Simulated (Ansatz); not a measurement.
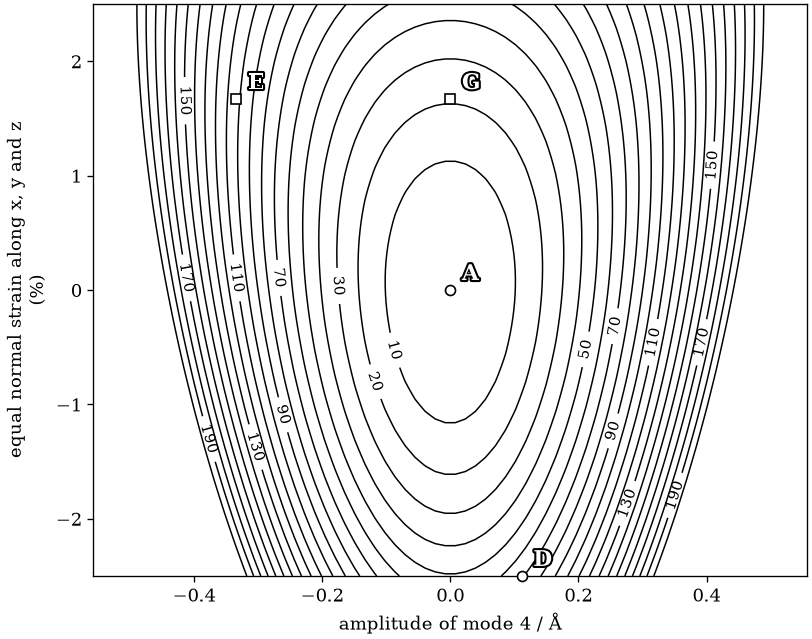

KBr (Pm-3m, No. 221; 4 atoms in the cell). The energy is mapped over a normal mode and a strain (zone-centre modes of the 4-atom cell of this scan, which folds in the wave vector (0, 0, 1/2) of the primitive cell) (x, y and z along the cube axes). The first coordinate is: amplitude of mode 4 (57 cm⁻¹), largest displacement in the unstrained cell; the second: equal normal strain along x, y and z. Nothing is relaxed (the pattern is fixed in fractional coordinates). The grid has 11 × 7 points; 42 points were computed and 35 follow by symmetry. Points are written as (first, second). Energies are in meV per cell, from the lowest grid point. Method: DFT LDA, scalar-relativistic, plane waves, PAW in Ansatz 0.2.0. Settings: cutoff 420 eV, k-mesh 6×6×4 in the order of the run's cell vectors, gaussian smearing 0.05 eV, no spin polarisation.

Drawn: contour lines labelled in meV (none above 200), lettered points. Between grid points the surface is interpolated.

Question: Rank the lettered points by energy, lowest first.

Answer: A (0 meV), G (21 meV), D (69 meV), E (103 meV).

Question: What kind of point is each of A, E, G: minimum, saddle, maximum or slope?

Answer: A: minimum; E: on a slope; G: on a slope. (In these two coordinates alone; a stationary point may lie a little off the grid point.)
